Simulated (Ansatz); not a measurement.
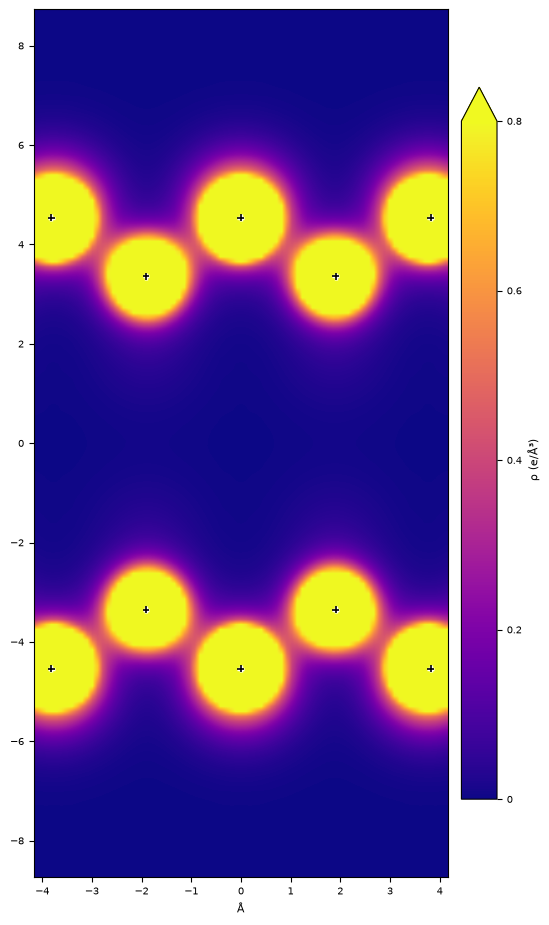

The valence charge density (pseudo) on a plane through atoms (crosses mark nuclei in the plane).

The calculation used DFT PBE+D3(BJ), scalar-relativistic, plane waves, PAW in Ansatz 0.2.0.

Candidates:
A. SnO (slab), a = 3.82 Å, b = 3.82 Å, c = 22.23 Å, α = 90.00°, β = 90.00°, γ = 90.00°. A point of a scan over the structure, not its minimum; PAW files of the earlier set (soft_1).
B. MoS2, a = 3.15 Å, b = 3.15 Å, c = 12.09 Å, α = 90.00°, β = 90.00°, γ = 120.00°. Space group P6₃/mmc; a point of a scan over the structure, not its minimum; not relaxed (largest force 0.8 eV/Å); computed pressure about 4 GPa in this cell; computed without spin polarisation; PAW files of the earlier set (soft_1).

Q: Which system is this?

A: Candidate A: SnO on the (010) plane of the calculation cell, a cut from vacuum to vacuum, which holds Sn and O. Sn–O (2.25 Å): ρ at the midpoint is about 0.44 e/Å³.
